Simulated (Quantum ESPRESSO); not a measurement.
**BN: relaxation of cell and atoms (part 2 of 2)**

The same run, continued: BN (F-43m, 2 atoms in the cell); Kohn-Sham DFT of a periodic cell, PBE, SSSP 1.3 efficiency PBE, no spin polarisation (Quantum ESPRESSO 7.5); cutoff 816.34 eV, 16×16×16 k-mesh, fixed occupations. 

Geometry of the input (Å; fractional positions):
```
0.0000  1.8075  1.8075
1.8075  0.0000  1.8075
1.8075  1.8075  0.0000
B  0.0000  0.0000  0.0000
N  0.2500  0.2500  0.2500
```

**What the program printed, continued**
```
     iteration #  4     ecut=    60.00 Ry     beta= 0.50
     Davidson diagonalization with overlap
     ethr =  1.03E-09,  avg # of iterations =  2.0

     total energy              =     -26.74827485 Ry
     estimated scf accuracy    <          4.1E-09 Ry

     iteration #  5     ecut=    60.00 Ry     beta= 0.50
     Davidson diagonalization with overlap
     ethr =  5.15E-11,  avg # of iterations =  2.1

     total energy              =     -26.74827485 Ry
     estimated scf accuracy    <          2.1E-10 Ry

     iteration #  6     ecut=    60.00 Ry     beta= 0.50
     Davidson diagonalization with overlap
     ethr =  2.59E-12,  avg # of iterations =  3.5

     total energy              =     -26.74827485 Ry
     estimated scf accuracy    <          2.2E-11 Ry

     iteration #  7     ecut=    60.00 Ry     beta= 0.50
     Davidson diagonalization with overlap
     ethr =  2.73E-13,  avg # of iterations =  2.0

     total energy              =     -26.74827485 Ry
     estimated scf accuracy    <          6.2E-12 Ry

     iteration #  8     ecut=    60.00 Ry     beta= 0.50
     Davidson diagonalization with overlap
     ethr =  1.00E-13,  avg # of iterations =  1.1

     End of self-consistent calculation

     Number of k-points >= 100: set verbosity='high' to print the bands.

     highest occupied, lowest unoccupied level (ev):    12.9210   17.5145

!    total energy              =     -26.74827485 Ry
     estimated scf accuracy    <          3.2E-14 Ry

     The total energy is the sum of the following terms:
     one-electron contribution =       5.90953337 Ry
     hartree contribution      =       3.41021776 Ry
     xc contribution           =      -8.77836101 Ry
     ewald contribution        =     -27.28966497 Ry

     convergence has been achieved in   8 iterations

     Forces acting on atoms (cartesian axes, Ry/au):

     atom    1 type  1   force =     0.00000000    0.00000000    0.00000000
     atom    2 type  2   force =     0.00000000    0.00000000    0.00000000

     Total force =     0.000000     Total SCF correction =     0.000000

     Computing stress (Cartesian axis) and pressure

          total   stress  (Ry/bohr**3)                   (kbar)     P=      505.87
   0.00343881  -0.00000000  -0.00000000          505.87       -0.00       -0.00
  -0.00000000   0.00343881   0.00000000           -0.00      505.87        0.00
  -0.00000000   0.00000000   0.00343881           -0.00        0.00      505.87

     Energy error            =      8.8E-05 Ry
     Gradient error          =      0.0E+00 Ry/Bohr
     Cell gradient error     =      5.9E+00 kbar

     number of scf cycles    =   4
     number of bfgs steps    =   2

     enthalpy           old  =     -26.5045762567 Ry
     enthalpy           new  =     -26.5046646733 Ry

     CASE: enthalpy          _new < enthalpy          _old

     new trust radius        =       0.0006092939 bohr
     new conv_thr            =            4.0E-12 Ry

     new unit-cell volume =     71.74999 a.u.^3 (    10.63225 Ang^3 )
     density =      3.87591 g/cm^3

CELL_PARAMETERS (angstrom)
  -0.000000000   1.745279883   1.745279883
   1.745279883  -0.000000000   1.745279883
   1.745279883   1.745279883   0.000000000

ATOMIC_POSITIONS (crystal)
B                0.0000000000       -0.0000000000       -0.0000000000
N                0.2500000000        0.2500000000        0.2500000000

     NEW-OLD atomic charge density approx. for the potential
     New effective cutoffs (rho, wfc):  511.74   64.35

     Self-consistent Calculation

     iteration #  1     ecut=    60.00 Ry     beta= 0.50
     Davidson diagonalization with overlap
     ethr =  1.00E-06,  avg # of iterations =  2.0

     Threshold (ethr) on eigenvalues was too large:
     Diagonalizing with lowered threshold

     Davidson diagonalization with overlap
     ethr =  1.91E-09,  avg # of iterations =  2.0

     total energy              =     -26.74853945 Ry
     estimated scf accuracy    <       0.00000012 Ry

     iteration #  2     ecut=    60.00 Ry     beta= 0.50
     Davidson diagonalization with overlap
     ethr =  1.50E-09,  avg # of iterations =  1.4

     total energy              =     -26.74853946 Ry
     estimated scf accuracy    <       0.00000002 Ry

     iteration #  3     ecut=    60.00 Ry     beta= 0.50
     Davidson diagonalization with overlap
     ethr =  2.14E-10,  avg # of iterations =  1.9

     total energy              =     -26.74853946 Ry
     estimated scf accuracy    <          1.4E-09 Ry

     iteration #  4     ecut=    60.00 Ry     beta= 0.50
     Davidson diagonalization with overlap
     ethr =  1.70E-11,  avg # of iterations =  2.0

     total energy              =     -26.74853946 Ry
     estimated scf accuracy    <          4.2E-11 Ry

     iteration #  5     ecut=    60.00 Ry     beta= 0.50
     Davidson diagonalization with overlap
     ethr =  5.23E-13,  avg # of iterations =  2.6

     End of self-consistent calculation

     Number of k-points >= 100: set verbosity='high' to print the bands.

     highest occupied, lowest unoccupied level (ev):    12.9021   17.4946

!    total energy              =     -26.74853946 Ry
     estimated scf accuracy    <          8.4E-13 Ry

     The total energy is the sum of the following terms:
     one-electron contribution =       5.89575191 Ry
     hartree contribution      =       3.41219085 Ry
     xc contribution           =      -8.77663388 Ry
     ewald contribution        =     -27.27984834 Ry

     convergence has been achieved in   5 iterations

     Forces acting on atoms (cartesian axes, Ry/au):

     atom    1 type  1   force =     0.00000000    0.00000000    0.00000000
     atom    2 type  2   force =    -0.00000000   -0.00000000    0.00000000

     Total force =     0.000000     Total SCF correction =     0.000000

     Computing stress (Cartesian axis) and pressure

          total   stress  (Ry/bohr**3)                   (kbar)     P=      499.95
   0.00339856  -0.00000000   0.00000000          499.95       -0.00        0.00
   0.00000000   0.00339856   0.00000000            0.00      499.95        0.00
  -0.00000000   0.00000000   0.00339856           -0.00        0.00      499.95

     Energy error            =      1.5E-06 Ry
     Gradient error          =      4.8E-32 Ry/Bohr
     Cell gradient error     =      5.4E-02 kbar

     bfgs converged in   5 scf cycles and   3 bfgs steps
     (criteria: energy <  1.0E-05 Ry, force <  4.0E-04 Ry/Bohr, cell <  3.0E-01 kbar)

     End of BFGS Geometry Optimization

     Final enthalpy           =     -26.5046662009 Ry

     File ./tmp/pwscf.bfgs deleted, as requested
Begin final coordinates
     new unit-cell volume =     71.74999 a.u.^3 (    10.63225 Ang^3 )
     density =      3.87591 g/cm^3

CELL_PARAMETERS (angstrom)
  -0.000000000   1.745279883   1.745279883
   1.745279883  -0.000000000   1.745279883
   1.745279883   1.745279883   0.000000000

ATOMIC_POSITIONS (crystal)
B                0.0000000000       -0.0000000000       -0.0000000000
N                0.2500000000        0.2500000000        0.2500000000
End final coordinates

     Final scf calculation at the relaxed structure.
     The G-vectors are recalculated for the final unit cell
     Results may differ from those at the preceding step.

     G-vector sticks info
     --------------------
     sticks:   dense  smooth     PW     G-vecs:    dense   smooth      PW
     Sum         721     361    121                12675     4573     893

     Using Slab Decomposition

     bravais-lattice index     =            0
     lattice parameter (alat)  =       4.8305  a.u.
     unit-cell volume          =      71.7500 (a.u.)^3
     number of atoms/cell      =            2
     number of atomic types    =            2
     number of electrons       =         8.00
     number of Kohn-Sham states=            9
     kinetic-energy cutoff     =      60.0000  Ry
     charge density cutoff     =     480.0000  Ry
     scf convergence threshold =      4.0E-12
     mixing beta               =       0.5000
     number of iterations used =            8  plain     mixing
     press convergence thresh. =      3.0E-01
     Exchange-correlation= PBE
                           (   1   4   3   4   0   0   0)

     celldm(1)=   4.830501  celldm(2)=   0.000000  celldm(3)=   0.000000
     celldm(4)=   0.000000  celldm(5)=   0.000000  celldm(6)=   0.000000

     crystal axes: (cart. coord. in units of alat)
               a(1) = (  -0.000000   0.682766   0.682766 )
               a(2) = (   0.682766  -0.000000   0.682766 )
               a(3) = (   0.682766   0.682766   0.000000 )

     reciprocal axes: (cart. coord. in units 2 pi/alat)
               b(1) = ( -0.732315  0.732315  0.732315 )
               b(2) = (  0.732315 -0.732315  0.732315 )
               b(3) = (  0.732315  0.732315 -0.732315 )

     PseudoPot. # 1 for B  read from file:
     b_pbe_v1.4.uspp.F.UPF
     Pseudo is Ultrasoft + core correction, Zval =  3.0
     Generated by new atomic code, or converted to UPF format
     Using radial grid of  781 points,  4 beta functions with:
                l(1) =   0
                l(2) =   0
                l(3) =   1
                l(4) =   1
     Q(r) pseudized with  8 coefficients,  rinner =    1.100   1.100   1.100

     PseudoPot. # 2 for N  read from file:
     N.pbe-n-radius_5.UPF
     Pseudo is Ultrasoft + core correction, Zval =  5.0
     Generated using "atomic" code by A. Dal Corso  v.5.1
     Using radial grid of 1085 points,  4 beta functions with:
                l(1) =   0
                l(2) =   0
                l(3) =   1
                l(4) =   1
     Q(r) pseudized with 0 coefficients

     atomic species   valence    mass     pseudopotential
     B                 3.00    10.81000     B ( 1.00)
     N                 5.00    14.00700     N ( 1.00)

     24 Sym. Ops. (no inversion) found

   Cartesian axes

     site n.     atom                  positions (alat units)
         1        B      tau(   1) = (  -0.0000000   0.0000000   0.0000000  )
         2        N      tau(   2) = (   0.3413829   0.3413829   0.3413829  )

     number of k points=   145

     Number of k-points >= 100: set verbosity='high' to print them.

     Dense  grid:    12675 G-vectors     FFT dimensions: (  36,  36,  36)

     Smooth grid:     4573 G-vectors     FFT dimensions: (  24,  24,  24)

     Initial potential from superposition of free atoms

     starting charge       7.9997, renormalised to       8.0000
     Starting wfcs are    8 randomized atomic wfcs +    1 random wfcs

     Self-consistent Calculation

     iteration #  1     ecut=    60.00 Ry     beta= 0.50
     Davidson diagonalization with overlap
     c_bands:  1 eigenvalues not converged
     c_bands:  1 eigenvalues not converged
     c_bands:  1 eigenvalues not converged
     c_bands:  1 eigenvalues not converged
     c_bands:  1 eigenvalues not converged
     c_bands:  1 eigenvalues not converged
     ethr =  1.00E-06,  avg # of iterations = 12.5

     total energy              =     -26.70986017 Ry
     estimated scf accuracy    <       0.23704853 Ry

     iteration #  2     ecut=    60.00 Ry     beta= 0.50
     Davidson diagonalization with overlap
     ethr =  2.96E-03,  avg # of iterations =  1.0

     total energy              =     -26.74596521 Ry
     estimated scf accuracy    <       0.01969211 Ry

     iteration #  3     ecut=    60.00 Ry     beta= 0.50
     Davidson diagonalization with overlap
     ethr =  2.46E-04,  avg # of iterations =  1.6

     total energy              =     -26.74791208 Ry
     estimated scf accuracy    <       0.00311027 Ry

     iteration #  4     ecut=    60.00 Ry     beta= 0.50
     Davidson diagonalization with overlap
     ethr =  3.89E-05,  avg # of iterations =  1.6

     total energy              =     -26.74824390 Ry
     estimated scf accuracy    <       0.00005017 Ry

     iteration #  5     ecut=    60.00 Ry     beta= 0.50
     Davidson diagonalization with overlap
     ethr =  6.27E-07,  avg # of iterations =  3.2

     total energy              =     -26.74827207 Ry
     estimated scf accuracy    <       0.00001996 Ry

     iteration #  6     ecut=    60.00 Ry     beta= 0.50
     Davidson diagonalization with overlap
     ethr =  2.50E-07,  avg # of iterations =  1.1

     total energy              =     -26.74827625 Ry
     estimated scf accuracy    <       0.00000005 Ry

     iteration #  7     ecut=    60.00 Ry     beta= 0.50
     Davidson diagonalization with overlap
     ethr =  6.66E-10,  avg # of iterations =  3.9

     total energy              =     -26.74827641 Ry
     estimated scf accuracy    <       0.00000002 Ry

     iteration #  8     ecut=    60.00 Ry     beta= 0.50
     Davidson diagonalization with overlap
     ethr =  2.02E-10,  avg # of iterations =  1.0

     total energy              =     -26.74827640 Ry
     estimated scf accuracy    <          7.2E-09 Ry

     iteration #  9     ecut=    60.00 Ry     beta= 0.50
     Davidson diagonalization with overlap
     ethr =  9.02E-11,  avg # of iterations =  1.1

     total energy              =     -26.74827641 Ry
     estimated scf accuracy    <          8.0E-11 Ry

     iteration # 10     ecut=    60.00 Ry     beta= 0.50
     Davidson diagonalization with overlap
     ethr =  9.94E-13,  avg # of iterations =  3.3

     total energy              =     -26.74827641 Ry
     estimated scf accuracy    <          1.3E-11 Ry

     iteration # 11     ecut=    60.00 Ry     beta= 0.50
     Davidson diagonalization with overlap
     ethr =  1.62E-13,  avg # of iterations =  1.2

     End of self-consistent calculation

     Number of k-points >= 100: set verbosity='high' to print the bands.

     highest occupied, lowest unoccupied level (ev):    12.9024   17.4945

!    total energy              =     -26.74827641 Ry
     estimated scf accuracy    <          1.6E-13 Ry

     The total energy is the sum of the following terms:
     one-electron contribution =       5.89608650 Ry
     hartree contribution      =       3.41214290 Ry
     xc contribution           =      -8.77665746 Ry
     ewald contribution        =     -27.27984834 Ry

     convergence has been achieved in  11 iterations

     Forces acting on atoms (cartesian axes, Ry/au):

     atom    1 type  1   force =    -0.00000000   -0.00000000   -0.00000000
     atom    2 type  2   force =    -0.00000000   -0.00000000    0.00000000

     Total force =     0.000000     Total SCF correction =     0.000000

     Computing stress (Cartesian axis) and pressure

          total   stress  (Ry/bohr**3)                   (kbar)     P=      498.48
   0.00338862   0.00000000  -0.00000000          498.48        0.00       -0.00
   0.00000000   0.00338862  -0.00000000            0.00      498.48       -0.00
  -0.00000000  -0.00000000   0.00338862           -0.00       -0.00      498.48

=------------------------------------------------------------------------------=
   JOB DONE.
=------------------------------------------------------------------------------=
```

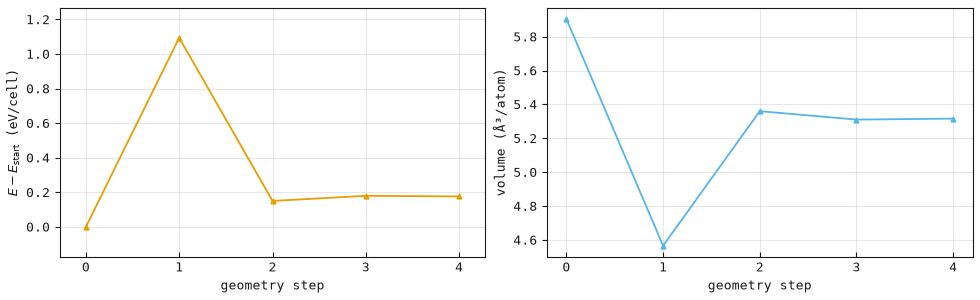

*Progress of the relaxation, step by step (steps are counted from 0).*

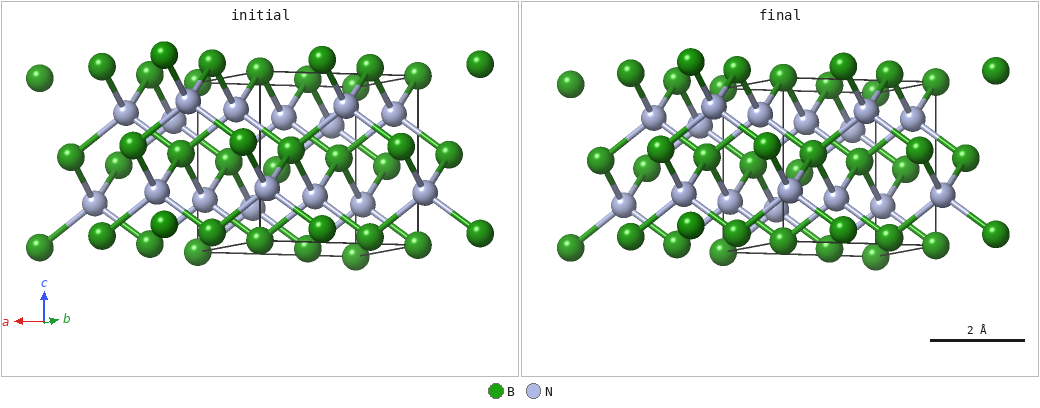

*Before (left) and after (right) the relaxation, at one scale (ball-and-stick view of the cell 4 times as large as that of the calculation, set on its symmetry axes, repeated 2 × 2 × 1, seen at an oblique angle).*

After 4 geometry steps the energy has risen by 0.176 eV per cell of the calculation. All forces vanish by symmetry, so only the cell relaxes. The atoms keep their places relative to the cell (all moves are under 0.005 Å). The drawn cell changes as follows: a = b = c 3.615 → 3.491 Å (−3.4 %); the volume changes by −10.0 %. Distances before and after: B1–N2 1.565 → 1.511 Å. The space group stays F-43m (No. 216). (Atoms are counted from 1 in the order of the input.)

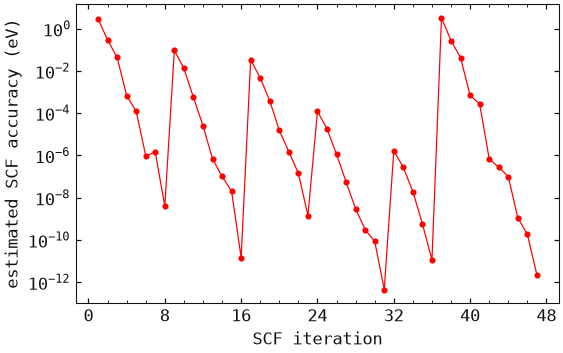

*Convergence of the self-consistent field: estimated SCF accuracy against the iteration.*

The field takes 47 iterations in all.

**Results in brief**

```tsv
quantity	value
outcome	converged
space group (tolerance 0.01 Å)	F-43m (216)
electrons treated	8
free energy	−363.9288 eV
gap on the k-point mesh	4.59 eV
pressure	49.85 GPa
final volume	10.63 Å³
largest force (length of the vector) at the end	under 0.001 eV/Å
final cell	a = 2.468 Å, b = 2.468 Å, c = 2.468 Å, α = 60.00°, β = 60.00°, γ = 60.00°
wall time	54 s
peak memory	0.05 GiB
```

**Notes**

The cell is under a pressure of 50 GPa at this level, so it is not at its equilibrium volume.
